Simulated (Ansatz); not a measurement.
Given this structure, the geometry relaxed with Ansatz 0.2.0, DFT, BLYP, plane waves (420 eV) with PAW, scalar-relativistic; the starting structure was generated, so it need not be a known form of this composition, written in its standard cell:

```cif
data_structure
_symmetry_space_group_name_H-M 'P 1'
_symmetry_Int_Tables_number 1
_cell_length_a 2.5320
_cell_length_b 2.5320
_cell_length_c 4.0906
_cell_angle_alpha 90.000
_cell_angle_beta 90.000
_cell_angle_gamma 120.000
_cell_volume 22.71
loop_
_atom_site_label
_atom_site_type_symbol
_atom_site_fract_x
_atom_site_fract_y
_atom_site_fract_z
_atom_site_occupancy
Co1 Co 0.33333 0.66667 0.75000 1
Co2 Co 0.66667 0.33333 0.25000 1
```

What does the kinematic electron diffraction pattern along [101] look like at 80 kV (B = 0.3 Å²)?

Answer. The spots form a centred rectangular net whose two shortest vectors correspond to d = 2.19 Å and 1.93 Å, 63.9° apart. They are 0 1 0 and 1 0 -1. The pattern has symmetry 2mm. A glide plane extinguishes reflections such as 1 -2 -1, 1 1 -1.

Strongest reflections with d > 0.80 Å, one of each family (|F|² from tabulated Gaussian fits of the electron scattering factors, times a small damping for the curvature of the Ewald sphere):

```csv
hkl,d (Å),I (strongest = 100)
1 0 -1,1.933,100
0 1 0,2.193,42
2 -1 -2,1.076,36
1 2 -1,0.812,11
0 2 0,1.096,9
2 0 -2,0.966,7
```

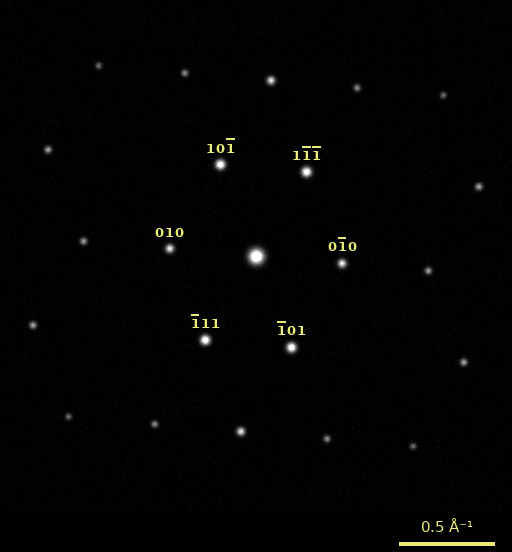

Calculated pattern, seen from the source side with [101] pointing towards the source.
